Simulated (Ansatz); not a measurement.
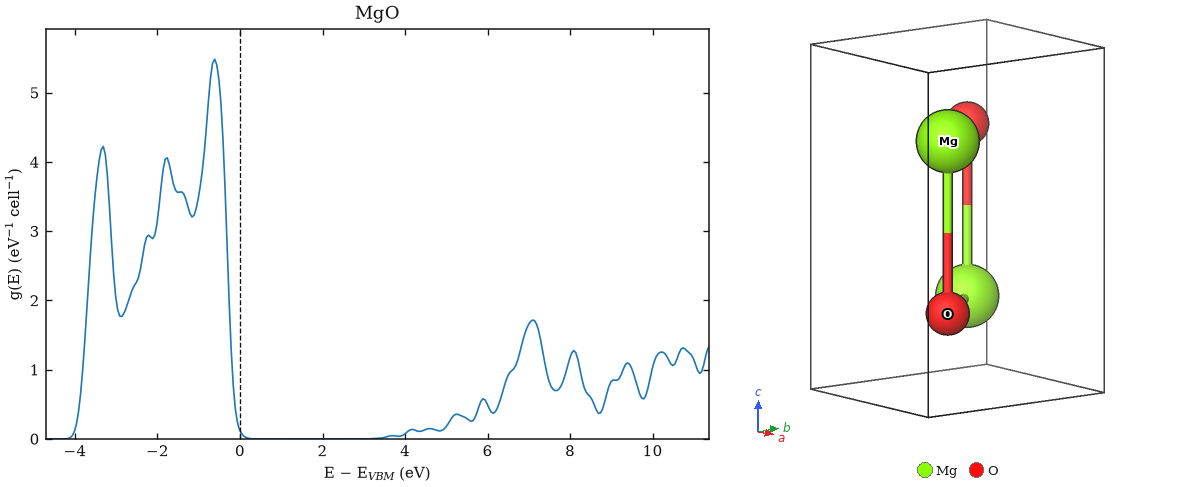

Density of states, beside the structure. Energies are counted from the top of the valence band. The curve is built from the levels of the k mesh with Gaussians 0.3 eV wide, which also blur the band edges.

Calculation on MgO, space group P6_3/mmc (No. 194), 4 atoms in the cell, h-MgO (five-fold) type, epitaxial (xy) strain +1.6%.

Ansatz; DFT, PBE, plane waves, PAW, no spin polarisation, 12×12×6 k mesh, 420 eV cutoff, Fermi-Dirac smearing of 0.02 eV.

### Is there a gap at the Fermi level, and how wide?

There is a gap; over the k points computed it is 3.37 eV (direct among those points).

### How wide is the upper valence band?

The upper group of valence states starts about 3.9 eV under the valence-band top, with a gap beneath it; it holds about 12 electrons a cell.

### Where is the tallest peak of the filled states in the window?

Within the window shown, the tallest peak of the filled states lies 0.6 eV under the valence-band top, at about 5.5 states per eV and cell.
